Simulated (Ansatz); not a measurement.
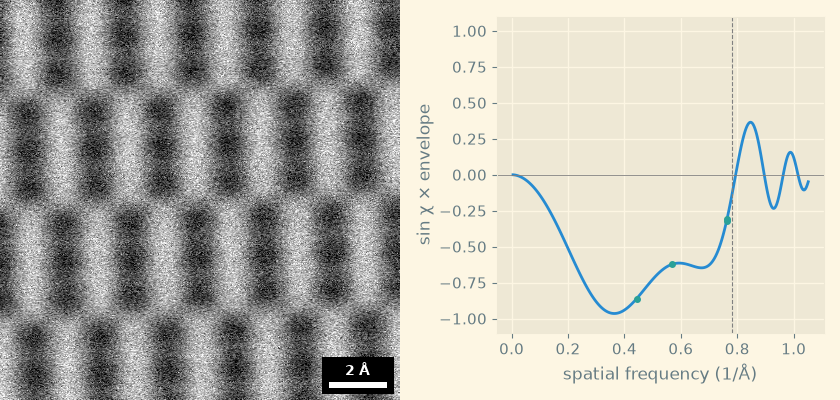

HRTEM-like image of Al (P6/mmm, No. 191) along [101]. Simulated in the weak-phase-object approximation with neutral-atom potentials: 80 kV, Cs = 20 µm, defocus −110 Å (negative is underfocus), defocus spread 15 Å, aperture 0.78 1/Å. Shot noise and a slight drift were added. Atomic positions: the geometry relaxed with DFT r2SCAN, scalar-relativistic, plane waves, PAW (Ansatz); the starting structure was generated, so it need not be a known form of this composition.

The plot gives the contrast transfer function, the aperture (dashed) and the crystal's spatial frequencies that carry visible contrast (dots).

Q: Do the atom columns appear dark or bright, and why?

A: Dark. With positive Cs and underfocus sin χ is negative over the pass band, so the strongest columns (Al) come out darker than the background.

Q: What point resolution do these settings give, and which lattice spacings pass?

A: About 1.3 Å (0.66 |Cs|^(1/4) λ^(3/4) with λ = 0.0418 Å). The spacings that carry visible contrast are {101} at 2.26 Å, {111} at 1.75 Å, {300} at 1.31 Å, {211} at 1.31 Å.
